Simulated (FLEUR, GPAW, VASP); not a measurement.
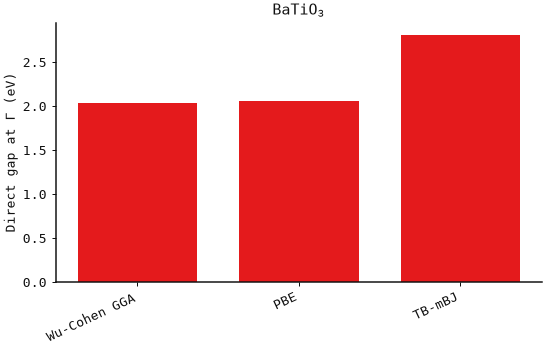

Direct gap at Γ, by several methods on one cell of BaTiO3, space group P4mm, 5 atoms in the cell; a = 4.000 Å, c = 4.018 Å (tetragonal axes). All runs are without spin-orbit coupling and carry no moments. The cell is at 4 GPa in PBE. The smallest gap is indirect or lies off these points.

| method | program | Γ (eV) |
| --- | --- | --- |
| Wu-Cohen GGA | FLEUR | 2.04 |
| PBE | VASP | 2.06 |
| TB-mBJ | GPAW | 2.81 |

Question: What does r2SCAN give? It was run as: r2SCAN, VASP PAW PBE potentials, release 64 (Ba_sv, Ti_sv, O), 8×8×8 k mesh, 520 eV cutoff, Gaussian smearing of 0.02 eV (VASP).

Answer: A meta-GGA of this kind opens the gap over the LDA and GGA values shown, the highest of which is 2.06 eV (PBE) at Γ. r2SCAN gives 2.46 eV at Γ, which is +0.40 eV from PBE at Γ.

Question: How do the methods rank at Γ?

Answer: From low to high: Wu-Cohen GGA 2.04, PBE 2.06, r2SCAN 2.46, TB-mBJ 2.81 eV. Too close to rank are Wu-Cohen GGA against PBE (different programs, potentials, meshes and cutoffs).

Settings. Wu-Cohen GGA: all-electron, 7×7×7 k mesh, Fermi-Dirac smearing of 0.05 eV (FLEUR MaX-R8.1 (later development tree)). PBE: VASP PAW PBE potentials, release 64 (Ba_sv, Ti_sv, O), 8×8×8 k mesh, 900 eV cutoff, Gaussian smearing of 0.05 eV (VASP 6.6.1). TB-mBJ: GPAW PAW data sets for LDA (gpaw-data 1.2.1), 6×6×6 k mesh, 800 eV cutoff, Fermi-Dirac smearing of 0.05 eV (GPAW).

These are four of the 17 methods that were run on this cell. The runs come from different programs and meshes, which adds differences of its own. LDA, GGA and most meta-GGA functionals understate gaps. r2SCAN and TB-mBJ: the PAW data sets were made with another functional. TB-mBJ: this is a model potential built to give gaps, with no total energy. Over all k points computed the smallest gap is 1.78 eV in Wu-Cohen GGA, 1.77 eV in PBE (mesh alone), 2.16 eV in r2SCAN (mesh alone) and 2.55 eV in TB-mBJ (mesh alone).
